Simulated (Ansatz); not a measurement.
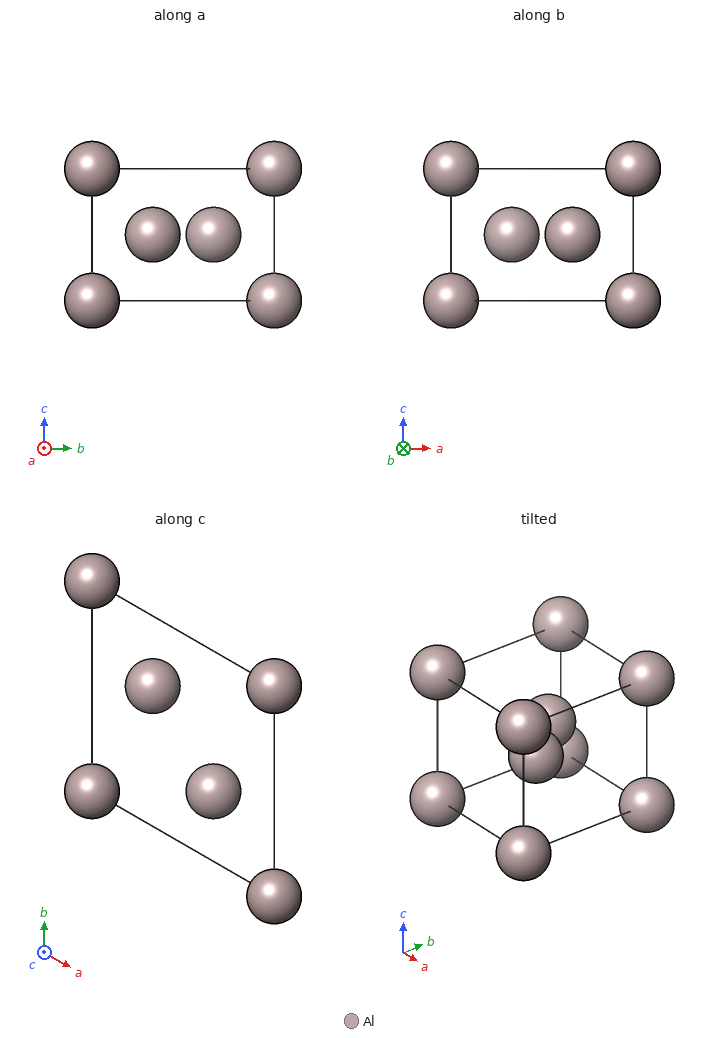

Spheres-only representation of a periodic structure, projected along the a axis, along the b axis, along the c axis and slightly off an axis. Atoms at the boundary of the conventional unit cell (the box) are drawn once for each face, edge or corner they touch.

Lattice parameters: a = 4.5469 Å, b = 4.5469 Å, c = 2.8509 Å, α = 90.000°, β = 90.000°, γ = 120.000°.

Write down what is shown as a CIF in P1 with every atom of the cell.

Answer.
```cif
data_structure
_symmetry_space_group_name_H-M 'P 1'
_symmetry_Int_Tables_number 1
_cell_length_a 4.5469
_cell_length_b 4.5469
_cell_length_c 2.8509
_cell_angle_alpha 90.000
_cell_angle_beta 90.000
_cell_angle_gamma 120.000
_cell_volume 51.04
loop_
_atom_site_label
_atom_site_type_symbol
_atom_site_fract_x
_atom_site_fract_y
_atom_site_fract_z
_atom_site_occupancy
Al1 Al 0.0000 0.0000 0.0000 1
Al2 Al 0.3333 0.6667 0.5000 1
Al3 Al 0.6667 0.3333 0.5000 1
```

Provenance: a structure type filled with this element by a generator (whether the element takes this form wasn't checked). Earlier steps of the study may have refined or changed the cell and positions. It was run through Ansatz as a DFT input.

At this level of theory the cell isn't at rest (compressed, at 5 GPa), so its distances can differ from those at equilibrium, the more so the softer the solid.
